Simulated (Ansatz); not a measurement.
Run report: ZnS, single-point calculation

ZnS (P6₃mc, 4 atoms in the cell), computed with DFT, HSE06, plane waves, PAW, no spin polarisation (Ansatz 0.2.0).

The structure derives from an entry of the Crystallography Open Database. The geometry comes from this level: r2SCAN. Figures and captions count atoms from 1; the log counts them from 0 in places.

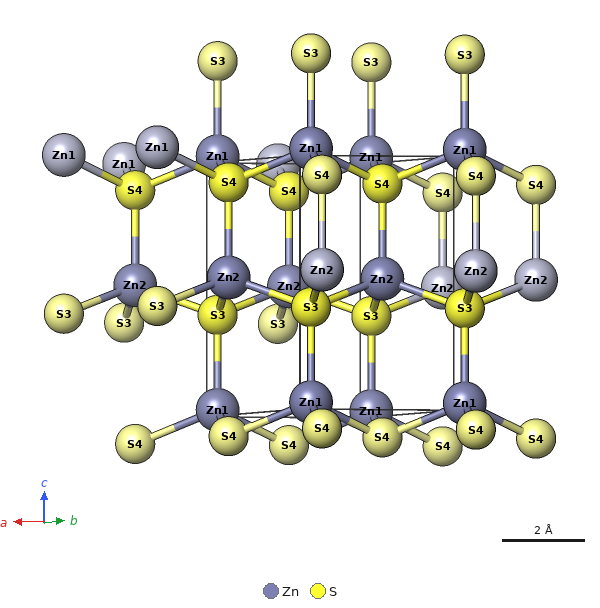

**Figure 1.** The structure (ball-and-stick view of the cell of the calculation, repeated 2 × 2 × 1, seen at an oblique angle; neighbours outside the cell are drawn fainter; atoms are numbered from 1 in the order of the input). Near neighbours in the crystal (not all of them lie inside the picture): Zn has 4 S at 2.33 to 2.34 Å; S has 4 Zn at 2.33 to 2.34 Å.

## Summary

```json
{"quantity": "outcome", "value": "converged"}
{"quantity": "space group (tolerance 0.01 Å)", "value": "P6₃mc (186)"}
{"quantity": "electrons treated", "value": "36"}
{"quantity": "free energy", "value": "−8446.7944 eV"}
{"quantity": "Fermi energy", "value": "5.175 eV"}
{"quantity": "gap on the k-point mesh", "value": "3.45 eV"}
{"quantity": "pressure", "value": "1.57 GPa"}
{"quantity": "largest force (length of the vector)", "value": "0.001 eV/Å"}
{"quantity": "hardware", "value": "4 threads of Intel Xeon (Granite Rapids), 16 GiB of memory available, shared host"}
{"quantity": "wall time", "value": "24 s (CPU time 82 s)"}
{"quantity": "peak memory", "value": "1.2 GiB"}
```

## Remarks

Warnings of the run: the exchange loop's threshold is looser than advised for the stress; the SCF threshold is looser than advised for the printed stress.

## Input file
```yaml
crystal:
  lattice:
    - [3.8054280145, 0.0, 0.0]
    - [-1.9027140073, 3.2955973328, 0.0]
    - [0.0, 0.0, 6.2440175211]
  atoms:
    - { symbol: Zn, position: [0.3333333333, 0.6666666667, 0.0053397645] }
    - { symbol: Zn, position: [0.6666666667, 0.3333333333, 0.5053397645] }
    - { symbol: S, position: [0.3333333333, 0.6666666667, 0.3796602355] }
    - { symbol: S, position: [0.6666666667, 0.3333333333, 0.8796602355] }
kpoints:
  mp_grid: { grid: [6, 6, 2] }
  band_path:
    path:
      - [0.0, 0.0, 0.0]
      - [0.5, 0.0, 0.0]
      - [0.3333333333, 0.3333333333, 0.0]
      - [0.0, 0.0, 0.5]
      - [0.5, 0.0, 0.5]
      - [0.3333333333, 0.3333333333, 0.5]
    npoints: 1
hamiltonian:
  xc: hse06
scf:
  occupations: { method: fixed }
  n_extra_bands: 5
output:
  forces: true
  stress: true
  eigenvalues: true
```

Launched with:
```bash
ansatz run input.yaml --threads 4 --pin off --max-ram 5529MiB --backend cpu --events-out ev --progress --plain --runs-dir out
```

## Output
```
Warning: output.stress: scf.convergence.dr2_threshold = 1e-7 eV (the SCF's general default) is looser than the 4e-10 eV advised for a printed stress (1e-10 eV for each atom of the cell: 4). What an SCF threshold leaves in a stress goes as its square root, and in the free energy as the threshold itself, and one threshold admits the most on a small cell: of the crystals measured, under no hybrid functional and no lock of the moments, on runs that ended without the residual-converged pass, on stresses that held no estimate of that error, the worst erred by over 100 MPa in a component at 1e-7 eV an atom and by under 5 at 1e-10. Set scf.convergence.dr2_threshold to 4e-10 eV or tighter. The threshold is an SCF's pass mark: one that does not reach it within its budget of iterations ends unconverged, or closes short of it on a stop that the run arms, and scf.convergence.dr2_threshold's page says what that costs each kind of run
Warning: output.stress: scf.exx.energy_threshold = 1e-6 eV is looser than the 4e-8 eV advised for a stress under a hybrid functional (1e-8 eV for each atom of the cell: 4). Every SCF of the exchange loop can meet its threshold on dr2 while the loop round them stops early: no threshold on dr2 bounds what that leaves in the stress. Set scf.exx.energy_threshold to 4e-8 eV or tighter. The threshold is the loop's pass mark: a loop that does not reach it within its budget of cycles ends unconverged, and scf.exx.energy_threshold's page has the law
scf.n_extra_bands = 5 over 18 filled bands (N_el = 36.0): the run solves 23 bands
Engine: ansatz 0.2.0, x86_64-unknown-linux-gnu
Pseudopotentials: kind: paw
Pseudopotential: Zn, paw, valence charge 12, recommended cutoff 420 eV (normal), Zn.paw.azcp
Pseudopotential: S, paw, valence charge 6, recommended cutoff 420 eV (normal), S.paw.azcp
Functional definition: HSE06
  parameter a = 0.25
  parameter omega = 0.11/bohr
  exchange = pbe_x - a*pbe_x_sr(omega) + a*exact_x_sr(omega)
  correlation = pbe_c
davidson cushion auto → on  (no smearing: the cushion is to keep the highest requested band from converging to the state above it; pin scf.eigensolver.cushion to override)
Crystal: 4 atoms, lattice volume = 78.307 Å³
Basis set: ecut = 420 eV, 1521 PW (Γ), exchange–correlation on 54×54×90 points (8 copies of the dense FFT grid, shifted against one another)
Bands: 23, of which v1, the nominal top of the filled ones, is band 18 counted from 1 (17 counted from 0)
Symmetry: 12 space group operations
Space group: P63mc (ITA 186), of the structure as read, at distance tolerance 4.3e-5 Å
k-points: 14 of 72
Non-local potential: Zn, projectors of the file, l = 0: 2, l = 1: 2, l = 2: 3, l = 3: 1
Non-local potential: S, projectors of the file, l = 0: 2, l = 1: 2, l = 2: 2
PAW form: soft (Blöchl's): semilocal exchange-correlation on the pseudo side does not see the compensation charge
PAW frozen core: Zn, regenerated for the run's functional, and the local potential with it (the file was generated under x = pbe(κ = 0.804, μ = 0.2195149727645171), c = pbe(β = 0.06672455060314922))
PAW frozen core: S, regenerated for the run's functional, and the local potential with it (the file was generated under x = pbe(κ = 0.804, μ = 0.2195149727645171), c = pbe(β = 0.06672455060314922))
PAW one-centre angular grid: Zn, 590 points (default); XC on 64 Gauss nodes
PAW one-centre angular grid: S, 110 points (default); XC on 64 Gauss nodes
Initial density: superposition of atomic densities (neutral atoms: chi_scale 0, normalization atom), corrected by the library's trained network
Initial wavefunctions: pseudopotential atomic-orbital guess
Functional: x = pbe(κ = 0.804, μ = 0.2195149727645171), c = pbe(β = 0.06672455060314922), warm-up for x = pbe(κ = 0.804, μ = 0.2195149727645171) + 0.25 (exact − pbe) at short range (hse, ω = 0.20786987370883472 Å⁻¹), c = pbe(β = 0.06672455060314922); HSE06 as pw.x's `hse` composes it (authors' and Libxc's form: `xc: wpbeh`)
SCF iter   1: F=—  HF=-8445.438790 eV  |F-HF|=—  |Δ(HF+E_count)|=         —  Δρ=1.56e-3  dr2=1.73e-3  ethr=1.77e-3  ⟨swp⟩=9.9  Hψ=1756  notcnv=0
preconditioner: auto → none  [insulator: Δε(μ)=2.215 eV  Ē_g=11.154 eV  n_scr=22 (ndim 8)  ℏωp=25.2 eV  f_vac=0.038]
SCF iter   2: F=—  HF=-8445.440014 eV  |F-HF|=—  |Δ(HF+E_count)|=   1.22e-3  Δρ=1.21e-3  dr2=6.64e-4  ethr=4.81e-6  ⟨swp⟩=4.9  Hψ=1328  notcnv=0  defer=1
iter 3 solved again at ethr=4.75e-8 eV; its pass at ethr=1.84e-6 eV (dr2=1.71e-5 eV) is discarded
SCF iter   3: F=-8445.439825 eV  HF=-8445.439757 eV  |F-HF|=6.78e-5  |Δ(HF+E_count)|=   2.57e-4  Δρ=2.02e-4  dr2=1.81e-5  ethr=4.75e-8  ⟨swp⟩=3.4  Hψ=1742  notcnv=0  defer=1
SCF 1 stopped early in 3 iterations: F = -8445.439825 eV  dr2 = 1.81e-5
  greatest PAW one-centre occupation: 0.983 electrons in one spin orbital (limit 2), on the Zn atom at site 0 (counted from 0), in its partial waves of l = 2
Initial density: handed on by an earlier stage of this run
Initial wavefunctions: those handed on with the density
Functional: x = pbe(κ = 0.804, μ = 0.2195149727645171) + 0.25 (exact − pbe) at short range (hse, ω = 0.20786987370883472 Å⁻¹), c = pbe(β = 0.06672455060314922); HSE06 as pw.x's `hse` composes it (authors' and Libxc's form: `xc: wpbeh`)
Exchange kernel: α = 0.2500, screened, ω = 0.2079 Å⁻¹, Wigner–Seitz truncation, v(0) = 1027.2446 eV·Å³, q-mesh 6×6×2, nearest image of the exchange supercell L = 12.49 Å, pair-density grid 18×18×30, without the augmentation charges, whose exchange is taken in its separable form by FFT convolution over the k-point mesh (sized by the pseudopotential files, 24×24×45 at the most), smooth part of the exact exchange by density-matrix convolution
Frozen-core exchange: fock
SCF iter   1: F=—  HF=-8446.843444 eV  |F-HF|=—  |Δ(HF+E_count)|=         —  Δρ=2.19e-2  dr2=1.96e-1  ethr=5.04e-7  ⟨swp⟩=8.6  Hψ=2272  notcnv=0
preconditioner: auto → none  [insulator: Δε(μ)=3.417 eV  Ē_g=13.722 eV  n_scr=22 (ndim 8)  ℏωp=25.2 eV  f_vac=0.038]
SCF iter   2: F=—  HF=-8446.788997 eV  |F-HF|=—  |Δ(HF+E_count)|=   5.44e-2  Δρ=3.47e-3  dr2=1.32e-2  ethr=5.04e-7  ⟨swp⟩=6.0  Hψ=1705  notcnv=0
SCF iter   3: F=—  HF=-8446.775950 eV  |F-HF|=—  |Δ(HF+E_count)|=   1.30e-2  Δρ=3.26e-3  dr2=5.66e-3  ethr=5.04e-7  ⟨swp⟩=5.0  Hψ=1484  notcnv=0
SCF iter   4: F=—  HF=-8446.775710 eV  |F-HF|=—  |Δ(HF+E_count)|=   2.40e-4  Δρ=5.46e-4  dr2=2.49e-3  ethr=5.04e-7  ⟨swp⟩=4.0  Hψ=1170  notcnv=0
SCF iter   5: F=—  HF=-8446.795960 eV  |F-HF|=—  |Δ(HF+E_count)|=   2.02e-2  Δρ=2.11e-3  dr2=1.80e-3  ethr=4.35e-7  ⟨swp⟩=5.1  Hψ=1454  notcnv=0
SCF iter   6: F=—  HF=-8446.795293 eV  |F-HF|=—  |Δ(HF+E_count)|=   6.67e-4  Δρ=1.35e-4  dr2=5.12e-5  ethr=4.35e-7  ⟨swp⟩=4.0  Hψ=1179  notcnv=0
SCF iter   7: F=—  HF=-8446.795597 eV  |F-HF|=—  |Δ(HF+E_count)|=   3.04e-4  Δρ=2.63e-4  dr2=3.22e-5  ethr=2.18e-8  ⟨swp⟩=5.2  Hψ=1280  notcnv=0
SCF iter   8: F=-8446.795586 eV  HF=-8446.795586 eV  |F-HF|=3.92e-7  |Δ(HF+E_count)|=   1.11e-5  Δρ=1.36e-5  dr2=1.53e-6  ethr=2.18e-8  ⟨swp⟩=4.0  Hψ=1132  notcnv=0
SCF 2 stopped early in 8 iterations: F = -8446.795586 eV  dr2 = 1.53e-6
  Residual-converged pass: ⟨swp⟩=3.0  Hψ=798  notcnv=0  max |occ|·‖R‖ = 6.5e-6 eV (tolerance 6.7e-6 eV)  dr2=1.53e-6  dr2_onsite=2.10e-8  max |Δocc| = 0.0e0
  greatest PAW one-centre occupation: 0.986 electrons in one spin orbital (limit 2), on the Zn atom at site 0 (counted from 0), in its partial waves of l = 2
hybrid outer 1: dexx = +2.168e-2 eV, tail = 7.77e-5 eV
Exchange kernel: α = 0.2500, screened, ω = 0.2079 Å⁻¹, Wigner–Seitz truncation, v(0) = 1027.2446 eV·Å³, q-mesh 6×6×2, nearest image of the exchange supercell L = 12.49 Å, pair-density grid 18×18×30, without the augmentation charges, whose exchange is taken in its separable form by FFT convolution over the k-point mesh (sized by the pseudopotential files, 24×24×45 at the most), smooth part of the exact exchange by density-matrix convolution
Frozen-core exchange: fock
SCF iter   1: F=—  HF=-8446.794419 eV  |F-HF|=—  |Δ(HF+E_count)|=         —  Δρ=1.04e-4  dr2=6.21e-6  ethr=1.08e-6  ⟨swp⟩=2.9  Hψ=737  notcnv=0
preconditioner: auto → none  [insulator: Δε(μ)=3.445 eV  Ē_g=13.441 eV  n_scr=22 (ndim 8)  ℏωp=25.2 eV  f_vac=0.040]
SCF iter   2: F=—  HF=-8446.794419 eV  |F-HF|=—  |Δ(HF+E_count)|=   5.95e-7  Δρ=1.34e-5  dr2=3.89e-7  ethr=1.36e-8  ⟨swp⟩=4.0  Hψ=1085  notcnv=0
SCF iter   3: F=—  HF=-8446.794421 eV  |F-HF|=—  |Δ(HF+E_count)|=   2.20e-6  Δρ=2.01e-5  dr2=1.87e-7  ethr=1.47e-10  ⟨swp⟩=5.1  Hψ=1373  notcnv=0
SCF iter   4: F=—  HF=-8446.794421 eV  |F-HF|=—  |Δ(HF+E_count)|=   8.77e-8  Δρ=2.06e-6  dr2=3.45e-8  ethr=1.47e-10  ⟨swp⟩=4.0  Hψ=1159  notcnv=0
SCF iter   5: F=—  HF=-8446.794421 eV  |F-HF|=—  |Δ(HF+E_count)|=   1.44e-7  Δρ=3.46e-6  dr2=7.61e-9  ethr=4.55e-12  ⟨swp⟩=5.4  Hψ=1222  notcnv=0
SCF iter   6: F=—  HF=-8446.794421 eV  |F-HF|=—  |Δ(HF+E_count)|=   2.10e-9  Δρ=5.37e-8  dr2=4.16e-9  ethr=4.55e-12  ⟨swp⟩=3.9  Hψ=1069  notcnv=0
SCF iter   7: F=-8446.794421 eV  HF=-8446.794421 eV  |F-HF|=1.13e-10  |Δ(HF+E_count)|=   1.41e-8  Δρ=4.56e-7  dr2=3.08e-10  ethr=1.00e-12  ⟨swp⟩=5.4  Hψ=973  notcnv=0
SCF 3 converged in 7 iterations: F = -8446.794421 eV  dr2 = 3.08e-10
  Residual-converged pass: ⟨swp⟩=3.0  Hψ=720  notcnv=0  max |occ|·‖R‖ = 5.8e-7 eV (tolerance 6.3e-7 eV)  dr2=3.08e-10  dr2_onsite=8.77e-12  max |Δocc| = 0.0e0
  greatest PAW one-centre occupation: 0.986 electrons in one spin orbital (limit 2), on the Zn atom at site 1 (counted from 0), in its partial waves of l = 2
```

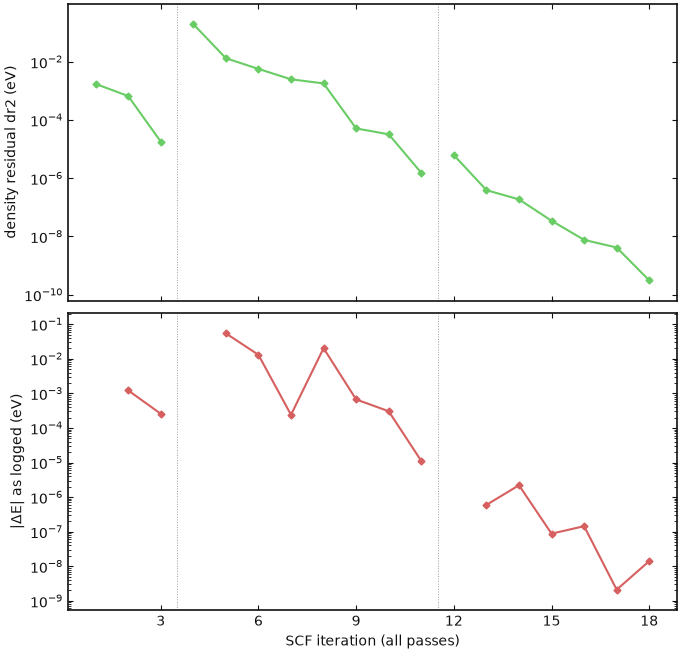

**Figure 2.** Convergence of the self-consistent field: density residual dr2 and size of the energy change against the SCF iteration. The run starts with a semilocal functional; after that each stretch between dotted lines is one SCF of the hybrid functional between two exact rebuilds of the exchange operator by the outer loop. Early passes are stopped at a loose threshold. The passes take 3, 8 and 7 iterations.

```
hybrid outer 2: dexx = +2.298e-6 eV, tail = 2.64e-8 eV, Δε = 3.53e-3 eV (about 7.92e-5 eV left of the loop's levels), ΔF = 2.44e-4 eV/Å (tail 7.49e-5)
NSCF: frozen V_eff on 6 k-points
hybrid SCF converged: 2 outer / 15 inner (+3 warm-up), last move |dexx| = 2.30e-6 eV, tail = 2.64e-8 eV
Stability not checked: this state was not tested for a lower state beside it, because the functional holds exact exchange (a hybrid, or Hartree-Fock), whose exchange loop this test does not read (fock_operator; see scf.lower_state_search)
Free energy (F): -8446.794420 eV
Frozen-core exchange: fock
Harris-Foulkes:  -8446.794420 eV  (|F-HF|=1.13e-10)
Internal energy: -8446.794420 eV  (E = F + TS)
E sigma→0 (E₀):  -8446.794420 eV
Fermi energy:    5.174622 eV
--- Per-component energies (eV) ---
  E_band       = -51.533398
  E_kinetic    = 476.106395
  E_local      = -4098.159494  (includes V_loc(G=0)·N_el)
  E_nonlocal   = 1294.567585
  E_hartree    = 1724.377032
  E_xc         = -373.526700
  E_vxc        = -223.794317  (∫ρ·V_xc dr)
  E_exx        = -106.478517  (= α·E_x^exact, valence–valence)
  E_paw        = -4854.562178  (= ΣΔE_a)
  E_vpaw       = -736.049733  (= ΣTr[D̂ρ^β])
  E_aug_tail   = -0.000755  (compensation charges beyond the density's cutoff)
  E_ewald      = -2510.212425
  E_core_change = 1.094637  (= ΣΔE_core)
  E_smearing   = -0.000000  (= −TS)
  E_closure    = 0.000000  (closes the sum)
  Σ components = -8446.794420   (vs F -8446.794420, Δ=0.00e0)
--- Forces (eV/Å), atoms counted from 1 ---
  atom   1  Zn     0.00000000    -0.00000000    -0.00121179
  atom   2  Zn     0.00000000     0.00000000    -0.00121179
  atom   3  S      0.00000000    -0.00000000     0.00119529
  atom   4  S      0.00000000     0.00000000     0.00119529
  max |Σ_I F_I| component: 3.30e-5 eV/Å
--- Stress (GPa, compression-positive) ---
        1.616109       0.000000      -0.000000
        0.000000       1.616109       0.000000
       -0.000000       0.000000       1.471801
  P = ⅓ Tr σ = 1.5680 GPa (15.680 kbar)
--- Band table (eV; the first three rows and the last of 14) ---
  k-point 0: bands = ["-9.2262", "-8.2220", "-2.7667", "-2.7530", "-2.7530", "-2.6751", "-2.6751", "-2.3579", "-2.3579", "-2.2895", "-2.2895", "-2.0867", "-0.5066", "4.2186", "4.2186", "5.0862", "5.1746", "5.1746", "8.6202", "9.5223", "12.7654", "12.7654", "13.0338"]
  k-point 1: bands = ["-8.7633", "-8.7633", "-2.7204", "-2.7204", "-2.7204", "-2.7204", "-2.6665", "-2.6665", "-2.3188", "-2.3188", "-2.3188", "-2.3188", "2.0654", "2.0654", "4.6747", "4.6747", "4.6747", "4.6747", "10.0145", "10.0145", "13.2203", "13.2203", "13.2203"]
  k-point 2: bands = ["-9.0277", "-8.1170", "-2.7437", "-2.7249", "-2.7207", "-2.6422", "-2.6280", "-2.3789", "-2.3575", "-2.3320", "-2.2822", "-2.0318", "-0.2362", "2.9250", "3.7985", "3.8158", "4.8279", "4.9340", "9.7579", "10.4968", "12.2202", "13.2686", "13.2805"]
  k-point 13: bands = ["-7.9591", "-7.9591", "-2.6043", "-2.6043", "-2.5870", "-2.5870", "-2.3838", "-2.3838", "-2.3580", "-2.3580", "-1.9401", "-1.9401", "0.0757", "0.0757", "1.8848", "1.8848", "3.7414", "3.7414", "10.9253", "10.9253", "12.6360", "12.6360", "14.0072"]
```

## File bands.tsv
```
# k_distance	band_0	band_1	band_2	band_3	band_4	band_5	band_6	band_7	band_8	band_9	band_10	band_11	band_12	band_13	band_14	band_15	band_16	band_17	band_18	band_19	band_20	band_21	band_22
# fermi_ev = 5.174622
# lock_threshold_ev = 1e-6
# [0, 0, 0] at k_distance = 0.000000
# [0.5, 0, 0] at k_distance = 0.953270
# [0.3333333333, 0.3333333333, 0] at k_distance = 1.503640
# [0, 0, 0.5] at k_distance = 2.713920
# [0.5, 0, 0.5] at k_distance = 3.667189
# [0.3333333333, 0.3333333333, 0.5] at k_distance = 4.217560
# levels_relative_to = fermi_ev
# free_energy_ev = -8446.794420
# largest_residual_norms_ev = 2.934e-4 3.285e-4 2.298e-3 1.393e-3 1.338e-3 1.884e-3 1.975e-3 1.966e-3 2.369e-3 2.547e-3 1.921e-3 1.486e-3 6.856e-4 9.170e-4 9.224e-4 1.183e-3 6.682e-4 7.979e-4 1.460e-3 1.001e-3 1.331e-3 1.670e-3 1.896e-3
0.000000	-14.400820	-13.396667	-7.941303	-7.927669	-7.927669	-7.849721	-7.849721	-7.532509	-7.532509	-7.464124	-7.464124	-7.261319	-5.681212	-0.956000	-0.956000	-0.088446	0.000000	0.000000	3.445545	4.347652	7.590781	7.590781	7.859218
0.953270	-13.407588	-13.066060	-7.869257	-7.828932	-7.680618	-7.664971	-7.659957	-7.592012	-7.476844	-7.430642	-7.284783	-7.208875	-5.259009	-4.430413	-3.496734	-2.379058	-1.796999	-0.945007	4.782383	5.548247	6.170154	8.158624	8.873583
1.503640	-13.150988	-13.150988	-7.889299	-7.720688	-7.720688	-7.641674	-7.559945	-7.559945	-7.529464	-7.490283	-7.154495	-7.154495	-4.572207	-4.572207	-4.118506	-2.494709	-2.494709	-2.268979	5.259253	7.409268	7.409268	9.017610	9.264349
2.713920	-13.937966	-13.937966	-7.895068	-7.895068	-7.895068	-7.895068	-7.841168	-7.841168	-7.493424	-7.493424	-7.493424	-7.493424	-3.109261	-3.109261	-0.499913	-0.499913	-0.499913	-0.499913	4.839871	4.839871	8.045637	8.045637	8.045637
3.667189	-13.225669	-13.225669	-7.850693	-7.850693	-7.742998	-7.742998	-7.602160	-7.602160	-7.462328	-7.462328	-7.243545	-7.243545	-5.312528	-5.312528	-1.738326	-1.738326	-1.719689	-1.719689	4.684161	4.684161	6.408115	6.408115	10.197902
4.217560	-13.133759	-13.133759	-7.778941	-7.778941	-7.761641	-7.761641	-7.558397	-7.558397	-7.532671	-7.532671	-7.114686	-7.114686	-5.098912	-5.098912	-3.289790	-3.289790	-1.433267	-1.433267	5.750677	5.750677	7.461365	7.461365	8.832625
```
